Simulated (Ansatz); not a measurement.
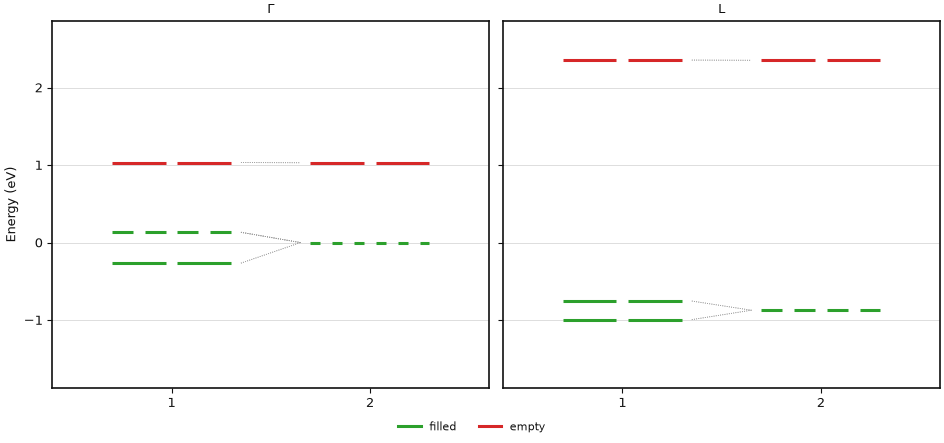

Levels at Γ and L, each bar one state with spin counted. Zero is the valence top without spin-orbit coupling, and the two sets are aligned on the mean of the six top valence states at Γ.

System: zincblende ZnSe, space group F-43m (No. 216), 2 atoms in the primitive cell; cubic a = 5.668 Å. Run without spin-orbit coupling: LDA, Ansatz PAW, 6×6×6 k mesh, 420 eV cutoff, fixed occupations (Ansatz). Run with it: LDA, Ansatz PAW, 6×6×6 k mesh, 420 eV cutoff, Fermi-Dirac smearing of 0.05 eV (Ansatz 0.2.0). Neither carries moments.

**Which column includes spin-orbit coupling?**

Column 1: it splits levels that are degenerate in column 2.

**How does spin-orbit coupling split the valence top at Γ?**

The threefold valence top at Γ (six states with spin) splits into a fourfold level on top and a twofold one 0.40 eV below it, the split-off level.

**What happens to the direct gaps?**

The vertical gap goes from 1.03 to 0.90 eV at Γ and from 3.22 to 3.11 eV at L. A third of the splitting is 0.13 eV, which accounts for the change at Γ: the fourfold level rises by about that much.

**And the smallest gap over all k points computed?**

It narrows from 1.03 eV (valence top at Γ, conduction bottom at Γ) to 0.90 eV.

The PAW data sets were made with another functional. LDA, GGA and most meta-GGA functionals understate gaps.
